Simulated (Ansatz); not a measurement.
**Ni₃Si: 5 runs along one coordinate**

System: Ni₃Si (4 atoms in the cell).
Method: Kohn-Sham DFT of a periodic cell, PBEsol, Ansatz PAW, spin-polarised (Ansatz 0.2.0).

The 5 runs differ only in the geometry, by an even scaling of the cell at fixed fractional positions. The structure derives from an entry of the Crystallography Open Database.

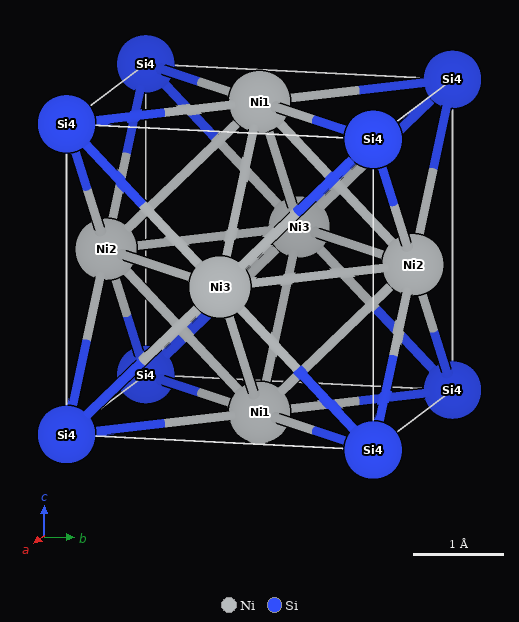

Figure 1. The structure of run 3 (ball-and-stick view of the cell of the calculation, seen slightly off an axis; atoms are numbered from 1 in the order of the input).

**Input of run 3**
```yaml
crystal:
  lattice:
    - [3.542, 0.0, 0.0]
    - [0.0, 3.542, 0.0]
    - [0.0, 0.0, 3.542]
  atoms:
    - { symbol: Ni, position: [0.5, 0.5, 0.0], spin: 1.0 }
    - { symbol: Ni, position: [0.5, 0.0, 0.5], spin: 1.0 }
    - { symbol: Ni, position: [0.0, 0.5, 0.5], spin: 1.0 }
    - { symbol: Si, position: [0.0, 0.0, 0.0] }
hamiltonian:
  xc: pbesol
  pseudopotentials: { kind: paw }
magnetization:
  spin_polarized: true
kpoints:
  mp_grid: { grid: [8, 8, 8] }
scf:
  occupations: { method: fermi_dirac, width: 0.05 }
output:
  forces: true
  stress: true
  eigenvalues: true
```

Command:
```bash
ansatz run input.yaml --threads 2 --pin off --max-ram 5632MiB --backend cpu --events-out ev --progress --plain --runs-dir out
```

Run 4 differs from it as follows:
```diff
-    - [3.542, 0.0, 0.0]
-    - [0.0, 3.542, 0.0]
-    - [0.0, 0.0, 3.542]
+    - [3.5654576373, 0.0, 0.0]
+    - [0.0, 3.5654576373, 0.0]
+    - [0.0, 0.0, 3.5654576373]
```

**Results, with one run withheld**

| run | volume per atom (Å³) | free energy per atom, from the lowest run given (meV) | pressure (GPa) |
| --- | --- | --- | --- |
| 1 | 10.665 | 0.00 | −6.40 |
| 2 | 10.887 | 11.79 | −10.51 |
| 3 | 11.109 | 28.94 | −14.14 |
| 4 | 11.331 | ? | ? |
| 5 | 11.776 | 106.60 | −22.66 |

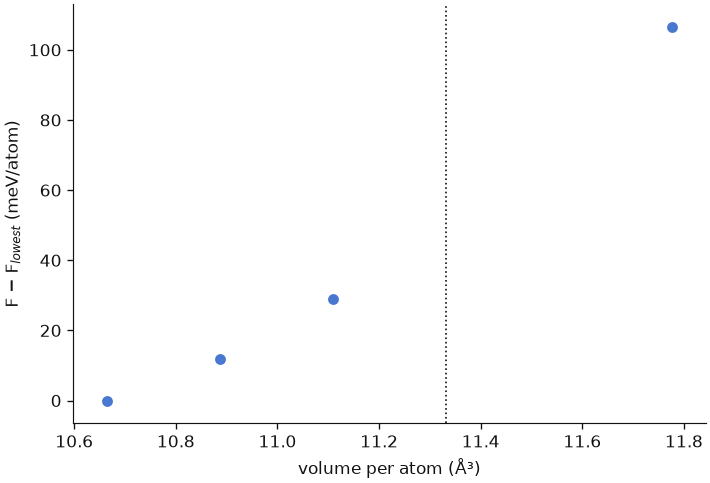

Figure 2. Free energy per atom of the runs given; the dotted line marks run 4.

Fit the runs given and predict run 4.

A quadratic polynomial in V^(−2/3) (the Birch–Murnaghan form), fitted to the 4 runs given, misses them by at most 0.04 meV per atom. With x = V^(−2/3) − 0.20101 Å⁻², it reads F = 27.791 − 7174.2 x + 3.7297e+05 x² (meV per atom). At run 4 it gives 50.68 meV per atom, and the run itself gives 50.82. The slope of the fit gives a pressure −dF/dV of −17.29 GPa there, and the run prints −17.34 GPa. The two needn't agree exactly: the fit is approximate, and the printed stress is taken on a finite basis. The fit has no minimum inside this range.

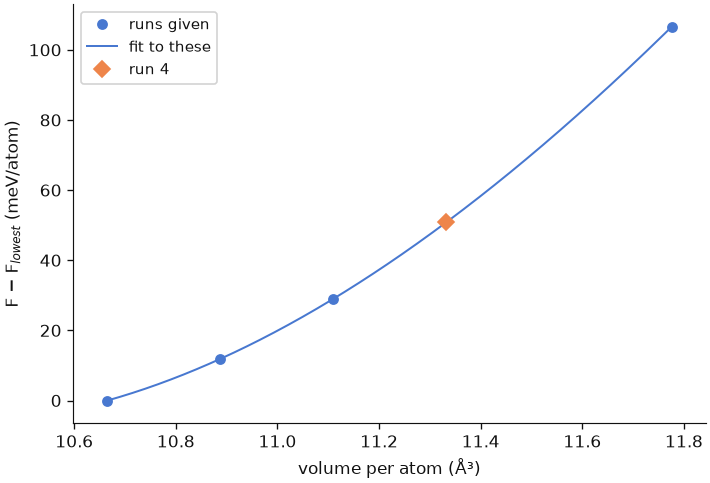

Figure 3. The fit and the withheld run.

**Output, shortened to warnings, some set-up lines, iterations and results (run 4)**
```
WARN: the starting moments were not kept: the SCF closed with an absolute magnetisation of 2.1e-6 μB, where they sum to 3 μB in size (3 sites). That is at most 0.1 of that sum. Measured as dr2_m measures the in/out step, that magnetisation stands 2.6e-12 eV from none, at or under the dr2_threshold of 1.0e-7 eV: it is no larger than a step whose dr2_m would equal this threshold. The system may …
Basis set: ecut = 420 eV, 895 PW (Γ), exchange–correlation on 48×48×48 points (8 copies of the dense FFT grid, shifted against one another)
Symmetry: 48 space group operations
k-points: 35 of 512
Initial density: superposition of atomic densities (chi_scale 0.1, normalization cell)
[...]
SCF iter   1: F=—  HF=-18035.390042 eV  |F-HF|=—  |Δ(HF+E_count)|=         —  Δρ=1.29e-1 (↑1.29e-1 ↓6.46e-2)  dr2=1.63e0  dr2_m=3.66e0  M=0.485 μB ∫|m|=0.688 μB  β_m=0.30  …
SCF iter   2: F=—  HF=-18035.188818 eV  |F-HF|=—  |Δ(HF+E_count)|=   2.01e-1  Δρ=9.01e-2 (↑6.62e-2 ↓9.01e-2)  dr2=5.36e-1  dr2_m=2.46e0  M=0.262 μB ∫|m|=0.439 μB  β_m=0.56  …
SCF iter   3: F=—  HF=-18037.302399 eV  |F-HF|=—  |Δ(HF+E_count)|=    2.11e0  Δρ=5.34e-2 (↑2.85e-2 ↓5.34e-2)  dr2=5.49e-1  dr2_m=6.62e-1  M=0.168 μB ∫|m|=0.296 μB  β_m=0.78  …
SCF iter   4: F=—  HF=-18038.462518 eV  |F-HF|=—  |Δ(HF+E_count)|=    1.16e0  Δρ=2.92e-2 (↑1.77e-2 ↓2.92e-2)  dr2=8.25e-1  dr2_m=1.46e-2  M=0.037 μB ∫|m|=0.085 μB  β_m=0.79  …
SCF iter   5: F=—  HF=-18038.304966 eV  |F-HF|=—  |Δ(HF+E_count)|=   1.58e-1  Δρ=1.03e-2 (↑1.03e-2 ↓3.01e-3)  dr2=3.45e-2  dr2_m=6.77e-3  M=0.029 μB ∫|m|=0.053 μB  β_m=0.89  …
SCF iter   6: F=—  HF=-18038.308824 eV  |F-HF|=—  |Δ(HF+E_count)|=   3.86e-3  Δρ=4.76e-3 (↑2.49e-3 ↓4.76e-3)  dr2=1.55e-2  dr2_m=6.45e-4  M=-0.008 μB ∫|m|=0.010 μB  β_m=0.95  …
SCF iter   7: F=—  HF=-18038.310430 eV  |F-HF|=—  |Δ(HF+E_count)|=   1.61e-3  Δρ=4.69e-4 (↑4.69e-4 ↓1.32e-4)  dr2=1.02e-4  dr2_m=2.46e-5  M=-0.004 μB ∫|m|=0.005 μB  β_m=0.97  …
SCF iter   8: F=—  HF=-18038.310412 eV  |F-HF|=—  |Δ(HF+E_count)|=   1.81e-5  Δρ=1.71e-4 (↑8.68e-5 ↓1.71e-4)  dr2=5.01e-6  dr2_m=6.38e-6  M=-0.001 μB ∫|m|=0.002 μB  β_m=0.99  …
SCF iter   9: F=—  HF=-18038.310404 eV  |F-HF|=—  |Δ(HF+E_count)|=   7.48e-6  Δρ=3.74e-5 (↑3.74e-5 ↓2.61e-5)  dr2=1.27e-6  dr2_m=1.47e-8  M=-0.000 μB ∫|m|=0.000 μB  β_m=0.96  …
SCF iter  10: F=—  HF=-18038.310404 eV  |F-HF|=—  |Δ(HF+E_count)|=   2.94e-8  Δρ=1.95e-5 (↑1.58e-5 ↓1.95e-5)  dr2=4.13e-7  dr2_m=1.70e-9  M=0.000 μB ∫|m|=0.000 μB  β_m=0.98  …
SCF iter  11: F=—  HF=-18038.310404 eV  |F-HF|=—  |Δ(HF+E_count)|=   4.11e-9  Δρ=4.29e-6 (↑2.89e-6 ↓4.29e-6)  dr2=1.68e-8  dr2_m=2.36e-10  M=0.000 μB ∫|m|=0.000 μB  β_m=0.99  …
SCF iter  12: F=-18038.310404 eV  HF=-18038.310404 eV  |F-HF|=1.11e-9  |Δ(HF+E_count)|=  5.46e-11  Δρ=9.84e-7 (↑9.84e-7 ↓9.21e-7)  dr2=1.23e-9  dr2_m=5.22e-13  M=0.000 μB …
SCF 1 converged in 12 iterations: F = -18038.310404 eV  dr2 = 1.23e-9
WARN: the starting moments were not kept: the SCF closed with an absolute magnetisation of 2.1e-6 μB, where they sum to 3 μB in size (3 sites). That is at most 0.1 of that sum. Measured as dr2_m measures the in/out step, that magnetisation stands 2.6e-12 eV from none, at or under the dr2_threshold …
SCF converged after 12 iterations
Magnetization: 0.0000 μB (29.0000 up, 29.0000 down)
Absolute magnetization: 0.0000 μB (∫|ρ↑−ρ↓|, with the PAW one-centre terms)
Spin contamination: 0.0000 ħ² per cell (⟨S²⟩ above its minimum at these occupations)
Per-site moments (μB) at R_I (Å): [(4.607926689436276e-7, 1.039978200264381), (4.607926684829114e-7, 1.039978200264381), (4.607926688555482e-7, 1.039978200264381), (-1.256989751374773e-7, 1.039978200264381)]
Free energy (F): -18038.310404 eV
Harris-Foulkes:  -18038.310404 eV  (|F-HF|=1.11e-9)
Internal energy: -18038.291317 eV  (E = F + TS)
E sigma→0 (E₀):  -18038.300861 eV
Entropy (-TS):   -0.019087 eV (-4.772 meV/atom)
Fermi energy:    16.291878 eV
--- Per-component energies (eV) ---
  E_band       = -902.970150
  E_kinetic    = 892.140203
  E_local      = -11855.119179  (includes V_loc(G=0)·N_el)
  E_nonlocal   = 1935.899295
  E_hartree    = 5039.825521
  E_xc         = -309.443094
  E_vxc        = -376.648167  (∫ρ·V_xc dr)
[...]
```

Warnings of the run: some starting moments were not kept.
